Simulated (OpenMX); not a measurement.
# A series of single points on Nb

System: Nb (Im-3m, 1 atom in the cell).
Method: Kohn-Sham DFT of a periodic cell, PBE, OpenMX 2013 PBE set, no spin polarisation (OpenMX 3.8.5).

The 7 runs differ only in the geometry, by an even scaling of the cell at fixed fractional positions. The structure derives from an entry of the Crystallography Open Database.

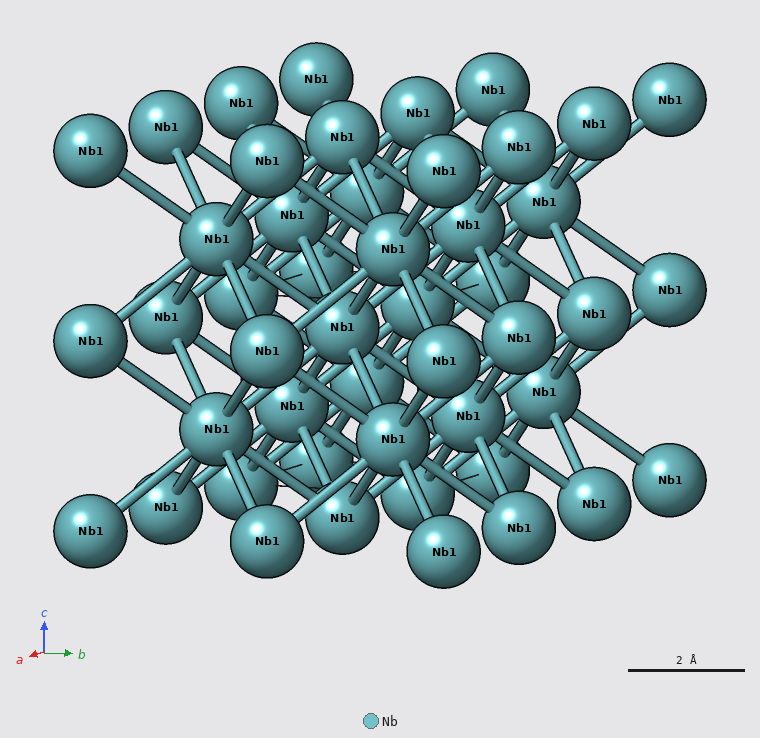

Figure 1. The structure of run 4 (ball-and-stick view of the cell 2 times as large as that of the calculation, set on its symmetry axes, repeated 3 × 2 × 2, seen slightly off an axis; atoms are numbered from 1 in the order of the input).

**Input of run 4**
```
System.CurrrentDirectory             ./
System.Name                          Nb
DATA.PATH                            ./DFT_DATA13
level.of.stdout                      1
level.of.fileout                     0
Species.Number                       1
<Definition.of.Atomic.Species
  Nb  Nb7.0-s3p2d1           Nb_PBE13
Definition.of.Atomic.Species>

Atoms.Number                         1
Atoms.SpeciesAndCoordinates.Unit     FRAC
<Atoms.SpeciesAndCoordinates
    1  Nb    0.0000000000    0.0000000000    0.0000000000   6.500  6.500
Atoms.SpeciesAndCoordinates>

Atoms.UnitVectors.Unit               Ang
<Atoms.UnitVectors
    -1.6639500000    1.6639500000    1.6639500000
     1.6639500000   -1.6639500000    1.6639500000
     1.6639500000    1.6639500000   -1.6639500000
Atoms.UnitVectors>

scf.XcType                           GGA-PBE
scf.SpinPolarization                 off
scf.ElectronicTemperature            580.226
scf.energycutoff                     400.0
scf.maxIter                          100
scf.EigenvalueSolver                 band
scf.Kgrid                            11 11 11
scf.Mixing.Type                      rmm-diisk
scf.Init.Mixing.Weight               0.05
scf.Min.Mixing.Weight                0.001
scf.Max.Mixing.Weight                0.3
scf.Mixing.History                   25
scf.Mixing.StartPulay                8
scf.criterion                        1.0e-8
scf.stress.tensor                    on
MD.Type                              nomd
Band.dispersion                      on
Band.Nkpath                          6
<Band.kpath
   17   0.000000  0.000000  0.000000    0.500000 -0.500000  0.500000  G H
   12   0.500000 -0.500000  0.500000    0.000000  0.000000  0.500000  H N
   12   0.000000  0.000000  0.500000    0.000000  0.000000  0.000000  N G
   15   0.000000  0.000000  0.000000    0.250000  0.250000  0.250000  G P
   15   0.250000  0.250000  0.250000    0.500000 -0.500000  0.500000  P H
    9   0.250000  0.250000  0.250000    0.000000  0.000000  0.500000  P N
Band.kpath>
```

Command:
```bash
openmx Nb.dat -nt 1 > Nb.std
```

Lattice vectors (Å) and fractional positions of run 4:
```
  -1.663950    1.663950    1.663950
   1.663950   -1.663950    1.663950
   1.663950    1.663950   -1.663950
Nb  0.000000  0.000000  0.000000
```

Run 6 has the same physical settings and fractional positions; its lattice vectors (Å) are:
```
  -1.685847    1.685847    1.685847
   1.685847   -1.685847    1.685847
   1.685847    1.685847   -1.685847
```

**Results, with one run withheld**

| run | volume per atom (Å³) | free energy per atom, from the lowest run given (meV) |
| --- | --- | --- |
| 1 | 17.322 | 38.27 |
| 2 | 17.691 | 15.52 |
| 3 | 18.060 | 2.99 |
| 4 | 18.428 | 0.00 |
| 5 | 18.797 | 5.75 |
| 6 | 19.165 | ? |
| 7 | 19.534 | 39.66 |

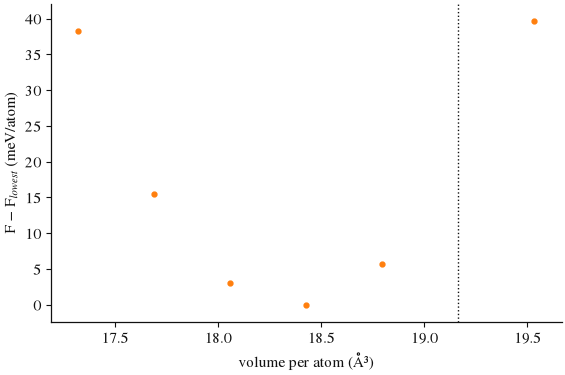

Figure 2. Free energy per atom of the runs given; the dotted line marks run 6.

Estimate the energy of run 6 from the others.

A cubic polynomial in V^(−2/3) (the Birch–Murnaghan form), fitted to the 6 runs given, misses them by at most 0.07 meV per atom. With x = V^(−2/3) − 0.14410 Å⁻², it reads F = 0.17149 + 1047.6 x + 1.1791e+06 x² − 1.1336e+06 x³ (meV per atom). At run 6 it gives 19.10 meV per atom, and the run itself gives 19.10. The fit has its minimum at 18.366 Å³ per atom, where V d²F/dV² gives 189 GPa: the bulk modulus at this level, since symmetry fixes the shape and the positions.

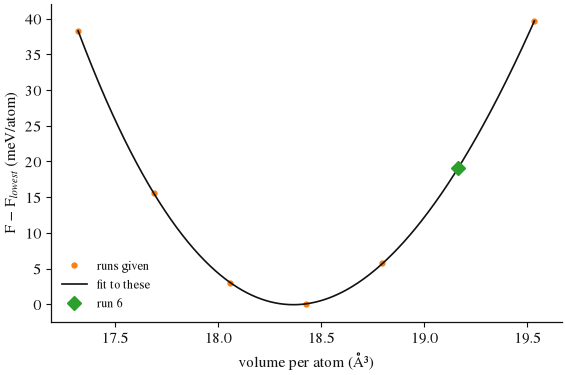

Figure 3. The fit and the withheld run.

**Some lines of the output (run 6)**
```
[...]
  Cell_Volume =    129.333387895609 (Bohr^3)
        Total energy (Hartree) at MD = 1
   kloop=0
   kloop=1
   kloop=665
```

Notes: With a small basis of atomic orbitals these values can differ much from converged plane-wave results.
